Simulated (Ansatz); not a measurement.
# Single-point calculation of ZrO2

ZrO2 (Fm-3m, 12 atoms in the cell), computed with DFT r2SCAN, scalar-relativistic, plane waves, PAW, no spin polarisation (Ansatz 0.2.0).

The structure derives from an entry of the Crystallography Open Database. It belongs to a series of runs on one base structure; here: the relaxed cell repeated 4 times. Figures and captions count atoms from 1; the log counts them from 0 in places.

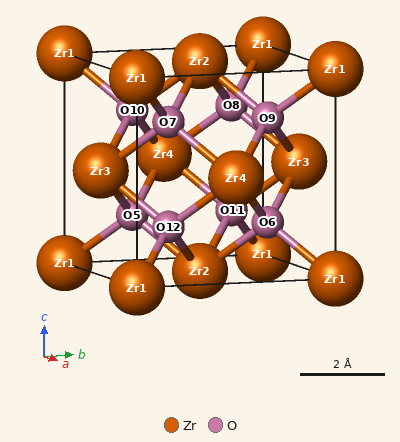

Fig. 1: The input geometry (ball-and-stick view of the cell of the calculation, seen slightly off an axis; atoms are numbered from 1 in the order of the input). An atom can appear more than once, as a periodic image. Near neighbours in the periodic cell (some may lie outside the picture): Zr has 8 O at 2.20 Å; O has 4 Zr at 2.20 Å.

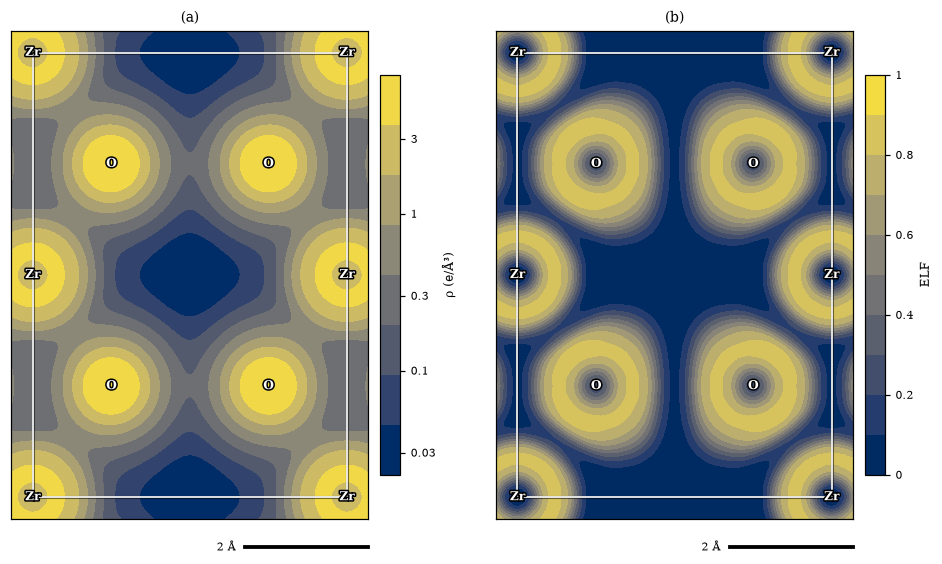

Fig. 2: (a) valence electron density; (b) electron localisation function on the (011) plane of the conventional cell. The section cuts through Zr and O sites. Zr–O (2.20 Å): the density is about 0.52 e/Å³ at the midpoint; the ELF peaks at about 0.85 in the valence shell of O, 0.6 Å from its nucleus, and drops to about 0.20 between the two atoms. Away from the nuclei the density in this plane falls to 0.02 e/Å³ at its lowest. The strong features right at Zr lie inside the PAW spheres (semicore, d or f shells) and say nothing about bonding. In a PAW calculation such maps are meaningful between the atoms, not at the nuclei.

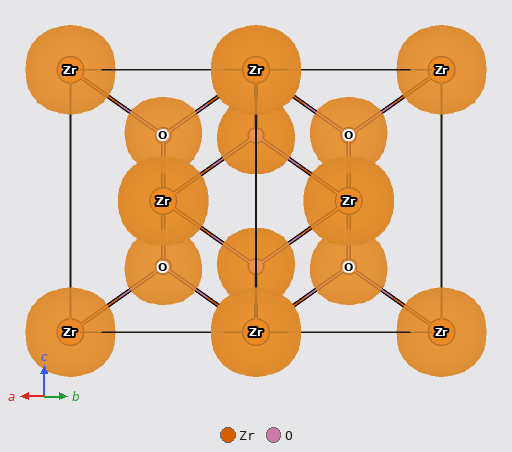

Fig. 3: Isosurface of the valence pseudo-density at 1 e/Å³ (orange), seen along [110]. Sticks mark near contacts. The outline is the cell set on symmetry axes. At this value the density breaks into separate islands; it holds about 65 % of the electrons treated as valence (semicore included). It is pinched off along the Zr–O (2.20 Å) contacts. On the grid the lowest density along these lines, outside the cores, is 0.52 e/Å³ (Zr–O, 2.20 Å).

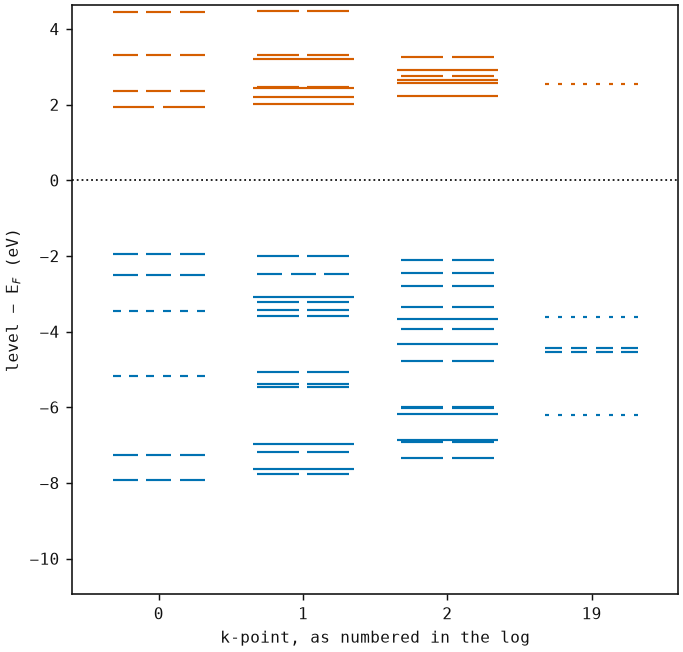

Fig. 4: Kohn–Sham levels near the Fermi level (dotted) at the few k-points that the log prints; levels within 0.02 eV of each other stand side by side. Among these points the highest filled and lowest empty levels are 3.89 eV apart, which is the gap on the mesh.

The input that produced these results follows, with the program's output.

Input
```yaml
crystal:
  lattice:
    - [5.0894359771, 0.0, 0.0]
    - [0.0, -5.0894359771, 0.0]
    - [0.0, 0.0, -5.0894359771]
  atoms:
    - { symbol: Zr, position: [0.0, 0.0, 0.0] }
    - { symbol: Zr, position: [0.5, 0.5, 0.0] }
    - { symbol: Zr, position: [0.5, 0.0, 0.5] }
    - { symbol: Zr, position: [0.0, 0.5, 0.5] }
    - { symbol: O, position: [0.25, 0.25, 0.25] }
    - { symbol: O, position: [0.75, 0.75, 0.25] }
    - { symbol: O, position: [0.75, 0.25, 0.75] }
    - { symbol: O, position: [0.25, 0.75, 0.75] }
    - { symbol: O, position: [0.75, 0.75, 0.75] }
    - { symbol: O, position: [0.25, 0.25, 0.75] }
    - { symbol: O, position: [0.25, 0.75, 0.25] }
    - { symbol: O, position: [0.75, 0.25, 0.25] }
basis:
  ecutwfc: 500
kpoints:
  mp_grid: { grid: [6, 6, 6] }
hamiltonian:
  xc: r2scan
scf:
  occupations: { method: gaussian, width: 0.05 }
output:
  forces: true
  stress: true
  eigenvalues: true
  write_density: true
  write_potential: true
  elf: true
  volumetric_format: npy
```

Command:
```bash
ansatz run input.yaml --threads 2 --pin off --max-ram 5120MiB --backend cpu --events-out ev --progress --plain --runs-dir out
```

Log
```
Engine: ansatz 0.2.0, x86_64-unknown-linux-gnu
Pseudopotentials: kind: paw
Pseudopotential: Zr, paw, valence charge 12, recommended cutoff 500 eV (meta_gga), Zr.paw.azcp
Pseudopotential: O, paw, valence charge 6, recommended cutoff 500 eV (meta_gga), O.paw.azcp
Functional definition: r2SCAN
  parameter k0 = 0.174
  parameter k1 = 0.065
  parameter a1 = 4.9479
  exchange = r2scan_x(k0 = k0, k1 = k1, a1 = a1)
  correlation = r2scan_c
Crystal: 12 atoms, lattice volume = 131.828 Å³
Basis set: ecut = 500 eV, 3407 PW (Γ), exchange–correlation on 160×160×160 points (64 copies of the dense FFT grid, shifted against one another)
Bands: 60, of which v1, the nominal top of the filled ones, is band 48 counted from 1 (47 counted from 0)
Symmetry: 192 space group operations
Space group: Fm-3m (ITA 225), of the structure as read, at distance tolerance 5.1e-5 Å
k-points: 20 of 216
Non-local potential: Zr, projectors of the file, l = 0: 3, l = 1: 2, l = 2: 2, l = 3: 2
Non-local potential: O, projectors of the file, l = 0: 2, l = 1: 2, l = 2: 1
PAW form: soft (Blöchl's): semilocal exchange-correlation on the pseudo side does not see the compensation charge
PAW frozen core: Zr, regenerated for the run's functional (the file was generated under x = pbe(κ = 0.804, μ = 0.2195149727645171), c = pbe(β = 0.06672455060314922))
PAW frozen core: O, regenerated for the run's functional (the file was generated under x = pbe(κ = 0.804, μ = 0.2195149727645171), c = pbe(β = 0.06672455060314922))
PAW one-centre angular grid: Zr, 590 points (default); XC on 160 Gauss nodes
PAW one-centre angular grid: O, 302 points (default); XC on 160 Gauss nodes
Initial density: superposition of atomic densities (neutral atoms: chi_scale 0, normalization atom), corrected by the library's trained network
Initial wavefunctions: pseudopotential atomic-orbital guess
Functional: x = r2scan, c = r2scan; τ floored in thin density (d = 2e-4 eV/Å³)
SCF iter   1: F=—  HF=-21351.975035 eV  |F-HF|=—  |Δ(HF+E_count)|=         —  Δρ=1.63e-2  dr2=4.30e-1  dr2_τ=7.75e-1  ethr=1.77e-3  ⟨swp⟩=6.2  Hψ=4395  notcnv=0
preconditioner: auto → Resta (q_TF=auto, 2.588 Å⁻¹)  ε∞=3.9  [insulator: Δε(μ)=4.236 eV  Ē_g=17.739 eV  σ=0.050 eV  W_gap=1.00  n_scr=32 (ndim 8)  ℏωp=30.3 eV  f_vac=0.023  D(μ)=0.00/eV (n_scr^D=0)  ε∞_Penn≈3.9]
SCF iter   2: F=—  HF=-21352.239431 eV  |F-HF|=—  |Δ(HF+E_count)|=   2.64e-1  Δρ=6.67e-3  dr2=2.98e-2  dr2_τ=1.45e-2  ethr=4.48e-4  ⟨swp⟩=2.6  Hψ=2191  notcnv=0  defer=80
SCF iter   3: F=—  HF=-21352.237612 eV  |F-HF|=—  |Δ(HF+E_count)|=   1.82e-3  Δρ=2.81e-3  dr2=5.18e-3  dr2_τ=7.47e-4  ethr=3.10e-5  ⟨swp⟩=2.0  Hψ=2228  notcnv=0  defer=80
SCF iter   4: F=—  HF=-21352.237545 eV  |F-HF|=—  |Δ(HF+E_count)|=   6.65e-5  Δρ=3.98e-4  dr2=8.54e-5  dr2_τ=2.16e-5  ethr=5.40e-6  ⟨swp⟩=2.1  Hψ=2011  notcnv=0  defer=80
SCF iter   5: F=—  HF=-21352.237591 eV  |F-HF|=—  |Δ(HF+E_count)|=   4.63e-5  Δρ=7.49e-5  dr2=5.49e-6  dr2_τ=6.59e-7  ethr=8.90e-8  ⟨swp⟩=2.0  Hψ=2064  notcnv=0  defer=80
SCF iter   6: F=—  HF=-21352.237592 eV  |F-HF|=—  |Δ(HF+E_count)|=   1.50e-7  Δρ=2.00e-5  dr2=5.40e-7  dr2_τ=3.74e-8  ethr=5.72e-9  ⟨swp⟩=2.0  Hψ=1775  notcnv=0  defer=80
SCF iter   7: F=-21352.237592 eV  HF=-21352.237592 eV  |F-HF|=7.24e-10  |Δ(HF+E_count)|=   9.90e-8  Δρ=2.01e-6  dr2=6.06e-9  dr2_τ=4.35e-10  ethr=1.04e-10  ⟨swp⟩=15.2  Hψ=8123  notcnv=0
SCF 1 converged in 7 iterations: F = -21352.237592 eV  dr2 = 6.06e-9
  greatest PAW one-centre occupation: 0.990 electrons in one spin orbital (limit 2), on the Zr atom at site 3 (counted from 0), in its partial waves of l = 1
SCF converged after 7 iterations
Free energy (F): -21352.237592 eV
Harris-Foulkes:  -21352.237592 eV  (|F-HF|=7.24e-10)
Internal energy: -21352.237592 eV  (E = F + TS)
E sigma→0 (E₀):  -21352.237592 eV
Fermi energy:    13.786708 eV
--- Per-component energies (eV) ---
  E_band       = -321.551371
  E_kinetic    = 2757.665849
  E_local      = -4557.838631  (includes V_loc(G=0)·N_el)
  E_nonlocal   = 677.104451
  E_hartree    = 1507.468643
  E_xc         = -1222.954617
  E_vxc        = -1705.790613  (∫ρ·V_xc dr)
  E_paw        = -13157.966190  (= ΣΔE_a)
  E_vpaw       = -610.829067  (= ΣTr[D̂ρ^β])
  E_aug_tail   = 0.007715  (compensation charges beyond the density's cutoff)
  E_vtau       = 103.187512  (kinetic-family band-sum trace: ∫τ·v_τ [+ j·A + Jᵃ·Aᵃ] dr)
  E_ewald      = -7354.810317
  E_core_change = -0.914494  (= ΣΔE_core)
  E_smearing   = -0.000000  (= −TS)
  E_closure    = -0.000000  (closes the sum)
  Σ components = -21352.237592   (vs F -21352.237592, Δ=0.00e0)
--- Forces (eV/Å), atoms counted from 1 ---
  atom   1  Zr     0.00000000     0.00000000    -0.00000000
  atom   2  Zr     0.00000000     0.00000000    -0.00000000
  atom   3  Zr     0.00000000     0.00000000    -0.00000000
  atom   4  Zr     0.00000000     0.00000000    -0.00000000
  atom   5  O      0.00000000    -0.00000000     0.00000000
  atom   6  O     -0.00000000     0.00000000    -0.00000000
  atom   7  O     -0.00000000     0.00000000    -0.00000000
  atom   8  O      0.00000000    -0.00000000    -0.00000000
  atom   9  O      0.00000000    -0.00000000    -0.00000000
  atom  10  O      0.00000000     0.00000000    -0.00000000
  atom  11  O      0.00000000    -0.00000000     0.00000000
  atom  12  O     -0.00000000    -0.00000000    -0.00000000
  max |Σ_I F_I| component: 1.66e-18 eV/Å
--- Stress (GPa, compression-positive) ---
       -0.016534       0.000000      -0.000000
       -0.000000      -0.016534      -0.000000
        0.000000      -0.000000      -0.016534
  P = ⅓ Tr σ = -0.0165 GPa (-0.165 kbar)
--- Band table (eV; the first three rows and the last of 20) ---
  k-point 0: bands = ["-37.7383", "-37.6730", "-37.6730", "-37.6730", "-15.6223", "-15.6223", "-15.6223", "-15.0035", "-15.0035", "-15.0035", "-15.0035", "-15.0035", "-15.0035", "-14.8274", "-14.8274", "-14.8274", "-7.3538", "-6.0280", "-6.0280", "-6.0280", "-5.1999", "-5.1999", "-5.1999", "-4.8244", "5.8703", "5.8703", "5.8703", "6.5262", "6.5262", "6.5262", "8.6228", "8.6228", "8.6228", "8.6228", "8.6228", "8.6228", "10.3227", "10.3227", "10.3227", "10.3227", "10.3227", "10.3227", "11.2943", "11.2943", "11.2943", "11.8434", "11.8434", "11.8434", "15.7298", "15.7298", "16.1322", "16.1322", "16.1322", "17.0987", "17.0987", "17.0987", "18.2260", "18.2260", "18.2260", "19.0319"]
  k-point 1: bands = ["-37.7339", "-37.6774", "-37.6730", "-37.6730", "-15.5842", "-15.5842", "-15.5766", "-15.0488", "-15.0488", "-15.0044", "-15.0044", "-14.9918", "-14.9918", "-14.8902", "-14.8394", "-14.8394", "-7.2142", "-5.9675", "-5.9675", "-5.9597", "-5.3558", "-5.2510", "-5.2510", "-4.9213", "6.0221", "6.0221", "6.1482", "6.6089", "6.6089", "6.8103", "8.3296", "8.3296", "8.3898", "8.3898", "8.7247", "8.7247", "10.1956", "10.1956", "10.3548", "10.3548", "10.5767", "10.5767", "10.7105", "11.3140", "11.3149", "11.3149", "11.7938", "11.7938", "15.8069", "15.9766", "16.2248", "16.2593", "16.2593", "16.9878", "17.0941", "17.0941", "18.2692", "18.2692", "18.6701", "19.3610"]
  k-point 2: bands = ["-37.7220", "-37.6894", "-37.6729", "-37.6729", "-15.4780", "-15.4780", "-15.4471", "-15.1694", "-15.1694", "-15.0531", "-15.0063", "-15.0063", "-14.9599", "-14.9599", "-14.8719", "-14.8719", "-6.8335", "-5.8066", "-5.8066", "-5.7683", "-5.7663", "-5.3935", "-5.3935", "-5.1711", "6.4533", "6.4533", "6.8553", "6.8553", "6.9300", "7.6070", "7.7782", "7.7782", "7.8043", "7.8043", "9.0111", "9.0111", "9.4470", "9.8588", "9.8588", "10.1146", "10.4258", "10.4258", "10.9901", "10.9901", "11.3360", "11.3360", "11.6880", "11.6880", "16.0261", "16.3643", "16.4272", "16.5448", "16.5448", "16.7028", "17.0447", "17.0447", "18.4116", "18.4116", "19.0644", "19.0644"]
  k-point 19: bands = ["-37.6892", "-37.6892", "-37.6892", "-37.6892", "-15.5543", "-15.5543", "-15.5543", "-15.5543", "-14.8985", "-14.8985", "-14.8985", "-14.8985", "-14.8985", "-14.8985", "-14.8985", "-14.8985", "-6.4053", "-6.4053", "-6.4053", "-6.4053", "-5.1270", "-5.1270", "-5.1270", "-5.1270", "7.5796", "7.5796", "7.5796", "7.5796", "7.5796", "7.5796", "7.5796", "7.5796", "9.2572", "9.2572", "9.2572", "9.2572", "9.3536", "9.3536", "9.3536", "9.3536", "10.1686", "10.1686", "10.1686", "10.1686", "10.1686", "10.1686", "10.1686", "10.1686", "16.3395", "16.3395", "16.3395", "16.3395", "16.3395", "16.3395", "16.3395", "16.3395", "18.4608", "18.4608", "18.4608", "18.4608"]
```

Key numbers

- outcome: converged
- space group (tolerance 0.01 Å): Fm-3m (225)
- electrons treated: 96
- free energy: −21352.2376 eV
- Fermi energy: 13.787 eV
- gap on the k-point mesh: 3.89 eV
- pressure: −0.02 GPa
- largest force (length of the vector): under 0.001 eV/Å
- hardware: 2 threads of Intel Xeon @ 2.50GHz (Skylake/Cascade Lake), 189 GiB of memory available, shared host
- wall time: 26 s (CPU time 49 s)
- peak memory: 0.78 GiB
